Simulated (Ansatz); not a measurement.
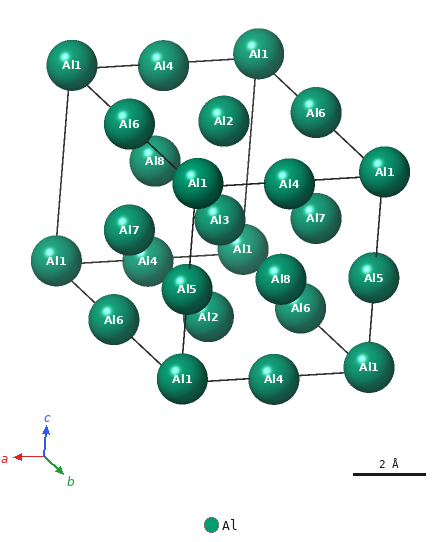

The structure as given in the input (spheres-only view of the cell of the calculation, set on other vectors, seen at an oblique angle; atoms are numbered from 1 in the order of the input). An atom can appear more than once, as a periodic image.

# Single-point calculation, with input and output: Al

- system: Al (8 atoms in the cell)
- method: DFT PBEsol+D3(BJ), scalar-relativistic, plane waves, PAW, no spin polarisation (Ansatz 0.2.0)

The structure derives from an entry of the Crystallography Open Database. It belongs to a series of runs on one base structure; here: all atoms moved at random (sigma 0.1 A a component), cell strained at random (sigma 0.05). Figures and captions count atoms from 1; the log counts them from 0 in places.

The input:
```yaml
crystal:
  lattice:
    - [-4.1750488928, 3.8593309638, -0.0109500784]
    - [-4.4457260725, -0.2816272581, 3.8251414887]
    - [0.0872594233, 3.9356403087, 3.6307736539]
  atoms:
    - { symbol: Al, position: [-0.0079253438, 0.0415740088, -0.0177848421] }
    - { symbol: Al, position: [0.4821777376, -0.0096093793, 0.0212368255] }
    - { symbol: Al, position: [0.0018115696, 0.5079398041, -0.0098773308] }
    - { symbol: Al, position: [0.0045008523, -0.0235167342, 0.5036450935] }
    - { symbol: Al, position: [0.5010361202, 0.4424944581, 0.0192314262] }
    - { symbol: Al, position: [0.4861660544, 0.0399395279, 0.5139511163] }
    - { symbol: Al, position: [0.0303022849, 0.4952225466, 0.4689054269] }
    - { symbol: Al, position: [0.5019307248, 0.505955768, 0.5006922845] }
basis:
  ecutwfc: 420
kpoints:
  mp_grid: { grid: [14, 14, 14] }
hamiltonian:
  xc: pbesol
  dispersion: d3bj
scf:
  occupations: { method: gaussian, width: 0.15 }
output:
  forces: true
  stress: true
  eigenvalues: true
  write_density: true
  write_potential: true
  elf: true
  volumetric_format: npy
```

Launch command:
```bash
ansatz run input.yaml --threads 1 --pin off --max-ram 2560MiB --backend cpu --events-out ev --progress --plain --runs-dir out
```

Log:
```
Engine: ansatz 0.2.0, x86_64-unknown-linux-gnu
Pseudopotentials: kind: paw
Pseudopotential: Al, paw, valence charge 3, recommended cutoff 420 eV (normal), Al.paw.azcp
Functional definition: PBEsol
  exchange = pbesol_x
  correlation = pbesol_c
Crystal: 8 atoms, lattice volume = 130.896 Å³
Basis set: ecut = 420 eV, 2571 PW (Γ), exchange–correlation on 80×80×72 points (8 copies of the dense FFT grid, shifted against one another)
Bands: 20, of which v1, the nominal top of the filled ones, is band 12 counted from 1 (11 counted from 0)
Symmetry: 1 space group operations
Space group: P1 (ITA 1), of the structure as read, at distance tolerance 5.1e-5 Å
k-points: 1376 of 2744 (time reversal used)
Non-local potential: Al, projectors of the file, l = 0: 2, l = 1: 2, l = 2: 1
PAW form: soft (Blöchl's): semilocal exchange-correlation on the pseudo side does not see the compensation charge
PAW frozen core: Al, regenerated for the run's functional, and the local potential with it (the file was generated under x = pbe(κ = 0.804, μ = 0.2195149727645171), c = pbe(β = 0.06672455060314922))
PAW one-centre angular grid: Al, 110 points (default); XC on 64 Gauss nodes
Initial density: superposition of atomic densities (neutral atoms: chi_scale 0, normalization atom), corrected by the library's trained network
Initial wavefunctions: pseudopotential atomic-orbital guess
Functional: x = pbesol(κ = 0.804, μ = 0.12345679012345678), c = pbesol(β = 0.046)
SCF iter   1: F=—  HF=-4198.035708 eV  |F-HF|=—  |Δ(HF+E_count)|=         —  Δρ=1.24e-3  dr2=2.81e-3  ethr=1.77e-3  ⟨swp⟩=6.8  Hψ=165505  notcnv=0  defer=9
preconditioner: auto → Kerker (q_TF=auto, 2.056 Å⁻¹)  [metal: Δε(μ)=0.001 eV  Ē_g=6.789 eV  σ=0.150 eV  W_gap=0.00  n_scr=16 (ndim 8)  ℏωp=15.9 eV  f_vac=0.000  D(μ)=3.13/eV (n_scr^D=16)]
SCF iter   2: F=—  HF=-4198.035666 eV  |F-HF|=—  |Δ(HF+E_count)|=   4.21e-5  Δρ=7.34e-4  dr2=8.55e-4  ethr=1.17e-5  ⟨swp⟩=1.8  Hψ=42208  notcnv=0  defer=9
SCF iter   3: F=—  HF=-4198.035538 eV  |F-HF|=—  |Δ(HF+E_count)|=   1.28e-4  Δρ=7.74e-5  dr2=1.04e-5  ethr=3.56e-6  ⟨swp⟩=2.3  Hψ=39370  notcnv=0  defer=9
SCF iter   4: F=—  HF=-4198.035532 eV  |F-HF|=—  |Δ(HF+E_count)|=   5.46e-6  Δρ=2.36e-5  dr2=8.49e-7  ethr=4.33e-8  ⟨swp⟩=2.0  Hψ=40687  notcnv=0  defer=9
iter 5 did not close the SCF: its close was put off for the readings that it lacked (scf_convergence_deferred on its scf_iter line)
SCF iter   5: F=-4198.035532 eV  HF=-4198.035532 eV  |F-HF|=2.39e-9  |Δ(HF+E_count)|=   1.96e-7  Δρ=2.71e-6  dr2=9.59e-9  ethr=3.54e-9  ⟨swp⟩=2.1  Hψ=39809  notcnv=0  defer=9
SCF iter   6: F=-4198.035532 eV  HF=-4198.035532 eV  |F-HF|=4.46e-11  |Δ(HF+E_count)|=   1.64e-9  Δρ=3.16e-7  dr2=1.45e-10  ethr=4.00e-11  ⟨swp⟩=8.9  Hψ=160360  notcnv=0
SCF 1 converged in 6 iterations: F = -4198.035532 eV  dr2 = 1.45e-10
  greatest PAW one-centre occupation: 0.465 electrons in one spin orbital (limit 2), on the Al atom at site 4 (counted from 0), in its partial waves of l = 0
SCF converged after 6 iterations
Free energy (F): -4198.035532 eV
Harris-Foulkes:  -4198.035532 eV  (|F-HF|=4.46e-11)
Internal energy: -4198.000267 eV  (E = F + TS)
E sigma→0 (E₀):  -4198.017899 eV
Entropy (-TS):   -0.035265 eV (-4.408 meV/atom)
Fermi energy:    7.898171 eV
--- Per-component energies (eV) ---
  E_band       = 83.356107
  E_kinetic    = 185.786927
  E_local      = 70.588661  (includes V_loc(G=0)·N_el)
  E_nonlocal   = 85.103767
  E_hartree    = 3.065608
  E_xc         = -316.303016
  E_vxc        = -234.545243  (∫ρ·V_xc dr)
  E_paw        = -3638.537711  (= ΣΔE_a)
  E_vpaw       = -29.709201  (= ΣTr[D̂ρ^β])
  E_aug_tail   = -0.000019  (compensation charges beyond the density's cutoff)
  E_ewald      = -585.296799
  E_disp       = -2.560797  (pairwise vdW)
  E_core_change = 0.153112  (= ΣΔE_core)
  E_smearing   = -0.035265  (= −TS)
  E_closure    = 0.000000  (closes the sum)
  Σ components = -4198.035532   (vs F -4198.035532, Δ=0.00e0)
--- Forces (eV/Å), atoms counted from 1 ---
  atom   1  Al     0.38790635     0.62004602    -0.69444603
  atom   2  Al     0.03894088     0.51217645    -0.23207336
  atom   3  Al     0.03427637    -0.44222944     0.04854396
  atom   4  Al     0.06669969     0.03459029     0.41492125
  atom   5  Al    -1.06330509    -0.57660577     0.48314472
  atom   6  Al     0.34008712     0.26515540    -1.06281285
  atom   7  Al     0.72294905    -0.46846590     1.16862585
  atom   8  Al    -0.52755386     0.05533322    -0.12590381
  max |Σ_I F_I| component: 5.07e-7 eV/Å
--- Stress (GPa, compression-positive) ---
       -4.327387      -1.261293       2.011537
       -1.261293       1.276135       1.153024
        2.011537       1.153024       3.415925
  P = ⅓ Tr σ = 0.1216 GPa (1.216 kbar)
--- Band table (eV; the first three rows and the last of 1376) ---
  k-point 0: bands = ["-3.2811", "2.4909", "2.7232", "3.3106", "3.3566", "3.5290", "3.7381", "3.9741", "4.2077", "4.4415", "4.8324", "5.1739", "6.3466", "6.4523", "7.9516", "10.9509", "11.8559", "12.9663", "13.2520", "13.5685"]
  k-point 1: bands = ["-3.2456", "2.4220", "2.5088", "2.8845", "3.3241", "3.4618", "3.8399", "4.2685", "4.3146", "4.7024", "4.9335", "5.2390", "6.1041", "6.6844", "8.2895", "10.3534", "12.4466", "12.9091", "13.0141", "13.5089"]
  k-point 2: bands = ["-3.1393", "1.6991", "2.3816", "2.8959", "3.0884", "3.3634", "3.6642", "4.3965", "4.6270", "4.9618", "5.5147", "5.6434", "5.8368", "7.2535", "8.9574", "9.5249", "12.2287", "12.8512", "13.1363", "13.3411"]
  k-point 1375: bands = ["-1.5582", "-1.4019", "1.9707", "2.1880", "2.4392", "2.6332", "3.6898", "3.7196", "6.3997", "6.6019", "7.2547", "7.3563", "8.1454", "8.2439", "10.1093", "10.2436", "11.8257", "11.9545", "12.1550", "12.2639"]
```

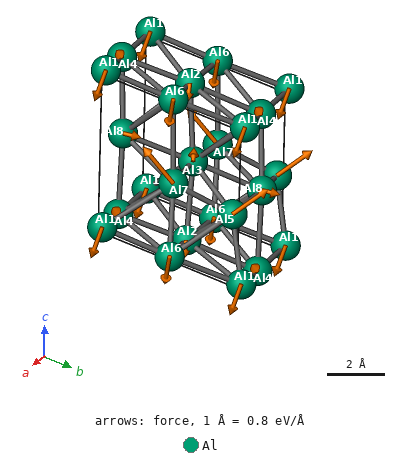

Forces on the atoms as orange arrows (ball-and-stick view of the cell of the calculation, set on other vectors, seen slightly off an axis; atoms are numbered from 1 in the order of the input). The largest act on Al7 (1.45 eV/Å); Al5 (1.30 eV/Å); Al6 (1.15 eV/Å); Al1 (1.01 eV/Å), among others. The geometry is not a stationary point of this energy.

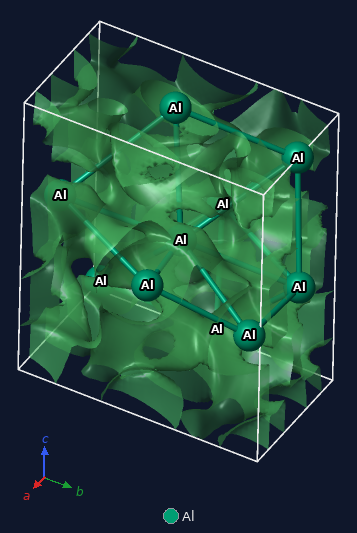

Isosurface of the ELF at 0.55 (green), seen slightly off an axis. Core shells and regions of very low density are left out. Sticks mark near contacts. The outline is the cell set on symmetry axes. Along the contacts the grid gives the following. Al–Al (2.60 Å): the ELF peaks at about 0.70 between the atoms, which marks localised, shared-pair bonding. In a PAW calculation such maps are meaningful between the atoms, not at the nuclei.

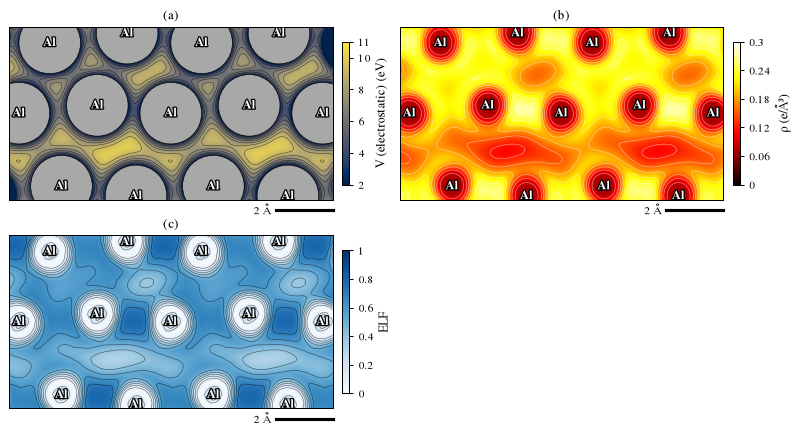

(a) electrostatic potential energy of an electron; (b) valence electron density; (c) ELF on the (011̄) plane of the conventional cell. Grey discs, where drawn, cover atomic cores. Atoms in the plane: Al. Al–Al (2.61 Å): ρ at the midpoint is about 0.27 e/Å³; the ELF peaks at about 0.80 between the atoms (localised, shared-pair bonding). Al–Al (2.65 Å): ρ is about 0.26 e/Å³ halfway; the ELF peaks at about 0.80 between the atoms (a shared electron pair). Al–Al (2.71 Å): ρ at the midpoint is about 0.23 e/Å³; the ELF peaks at about 0.70 between the atoms. Al–Al (2.75 Å): the density is about 0.23 e/Å³ at the midpoint; the ELF peaks at about 0.65 between the atoms. Al–Al (2.78 Å): ρ is about 0.22 e/Å³ halfway; the ELF peaks at about 0.70 between the atoms. Away from the nuclei the density in this plane falls to 0.11 e/Å³ at its lowest. Outside the cores the potential energy rises away from the atoms and is highest about 1.8 Å from the nearest atoms; outside the discs it spans about 8 eV, and its zero is arbitrary.

Key numbers:

- outcome: converged
- space group (tolerance 0.01 Å): P1 (1)
- electrons treated: 24
- free energy: −4198.0355 eV
- Fermi energy: 7.898 eV
- gap on the k-point mesh: none (metallic)
- pressure: 0.12 GPa
- largest force (length of the vector): 1.452 eV/Å
- hardware: 1 thread of Intel Xeon (Granite Rapids), 32 GiB of memory available, shared host
- wall time: 2.8 min
- peak memory: 2.2 GiB
